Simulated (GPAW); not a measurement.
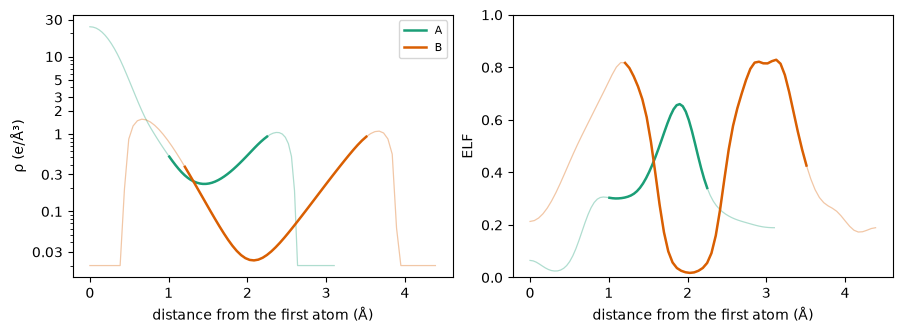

The picture shows: CsSnI3. Valence pseudo-density and electron localisation function along straight lines between neighbouring atoms. Thin, pale parts lie inside the atomic spheres.

Space group Pm-3m.

Level of theory: Kohn-Sham DFT of a periodic cell, PBE, GPAW PAW data sets (gpaw-data 1.2.1) in GPAW.

In a PAW calculation such maps are meaningful between the atoms, not at the nuclei.

```xyz
5
Lattice="6.2057 0.0000 0.0000 0.0000 6.2057 0.0000 0.0000 0.0000 6.2057" Properties=species:S:1:pos:R:3 pbc="T T T"
Cs    0.0000    0.0000    0.0000
I     3.1029    3.1029    0.0000
I     0.0000    3.1029    3.1029
I     3.1029    0.0000    3.1029
Sn    3.1029    3.1029    3.1029
```

Q: Which curve belongs to which contact (Cs–I and Sn–I)? The first atom named is at distance zero.

A: Curve A: Sn–I (3.10 Å): the density is about 0.23 e/Å³ at the midpoint; the ELF is about 0.45 at the midpoint and 0.30 at its lowest between the atoms. Curve B: Cs–I (4.39 Å): ρ is about 0.03 e/Å³ halfway; the ELF peaks at about 0.85 in the valence shell of I, 1.3 Å from its nucleus, and drops to about 0 between the two atoms (an ionic contact with no shared pair).
